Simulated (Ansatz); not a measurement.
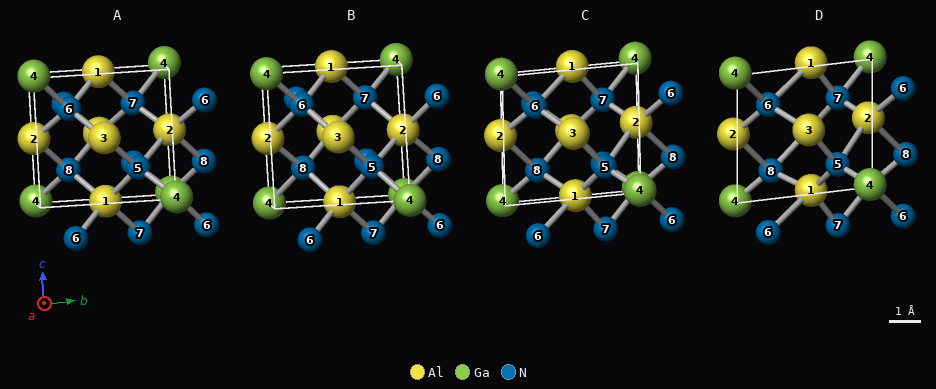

4 geometries from one relaxation of crystalline Al₃GaN₄ (set up in P1), in shuffled order. The picture is a ball-and-stick view of the cell of the calculation, seen along the a axis.

Case: all atoms moved at random, sigma 0.15 Å for each component, cell strained at random, sigma 0.06; relaxed back.

Theory: DFT r2SCAN, scalar-relativistic, plane waves, PAW (Ansatz). Set-up: plane-wave cutoff 500 eV; k-point mesh 6 × 6 × 6; occupations gaussian; smearing width 0.05 eV; no spin polarisation; cell and atoms relaxed; force threshold 0.01 eV/Å; at most 80 steps.

### Order the frames from highest to lowest energy.

D, C, A, B. They are steps 0, 1, 2, 8, at +1101 meV per atom, +394 meV per atom, +65.2 meV per atom relative to the last. The energy falls by 1101 meV per atom in 6 accepted moves (8 points after the start). Largest force component: 14 eV/Å at the start, 0.00044 eV/Å at the end. Pressure: 37.44 GPa at the start and 0.00 GPa at the end. The SCF was repeated twice at an unchanged geometry on a basis and grid sized afresh for the cell, which shifted the energy by 0.7 meV per atom at most. The largest moves relative to the cell, 0.28 Å, are those of N5 and N8. N8 goes roughly along [3 0 2]. Largest moves by element: N 0.28 Å, Al 0.26 Å, Ga 0.18 Å. The volume changes by +3.8 %, with a 4.527 → 4.401 Å (−2.8 %), b 4.422 → 4.401 Å (−0.5 %), c 4.162 → 4.401 Å (+5.7 %), α 83.6° → 90.0°, β 84.7° → 90.0°, γ 94.2° → 90.0°. Some distances before and after: Al2–N7 1.444 → 1.892 Å, Al1–N6 2.269 → 1.892 Å, Ga4–N5 1.576 → 1.948 Å, Al2–N5 2.246 → 1.892 Å. Bond angles that change, for instance: N5–Al1–N8 128.9° → 107.1°, Al3–N8–Ga4 128.8° → 108.3°, Al1–N8–Al3 91.7° → 110.6°. The space group (tolerance 0.01 Å) goes from P1 (No. 1) to P-43m (No. 215). Cost: 5.1 min on 2 threads of Arm Neoverse V2, on a shared host, peak memory 0.72 GiB.
